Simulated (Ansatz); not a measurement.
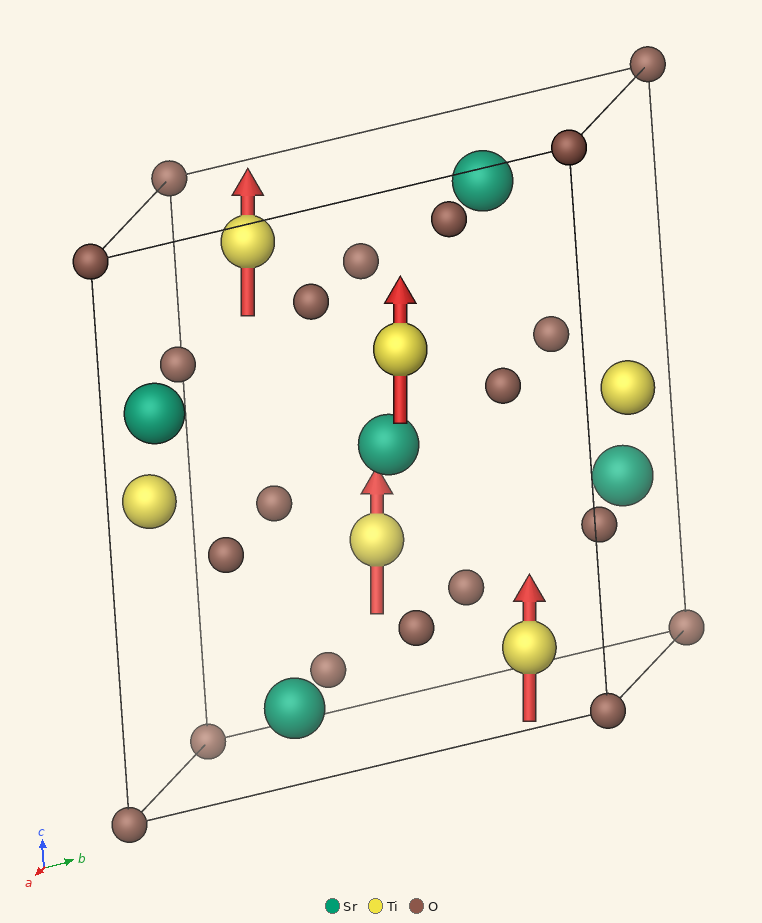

We look at a spheres-only model of the crystal slightly off an axis. Thin lines show the simulation cell, with boundary atoms drawn in all their periodic places. Arrows are the site magnetic moments above 0.25 μB (those induced on non-metal atoms are left out); longer means larger, and red and blue are up and down (without spin-orbit coupling the axis itself is arbitrary).

This is the state reached for Sr$_{5}$Ti$_{5}$O$_{13}$. Electronic-structure method: DFT PBEsol, scalar-relativistic, plane waves, PAW in Ansatz. Parameters: a 420 eV plane-wave basis, k-point mesh 8×6×6, Gaussian smearing of 0.1 eV, collinear spins.

Q: How are the moments ordered?

A: Ferromagnetic (within this cell). Site moments: 4 Ti +0.3 μB. The net spin moment of the whole cell is 3.5 μB, including what lies between the atoms and on sites without an arrow.

The structure was taken from a structure listed in the Materials Project. Atoms and cell were optimised with Ansatz, DFT PBEsol, scalar-relativistic, plane waves, PAW.
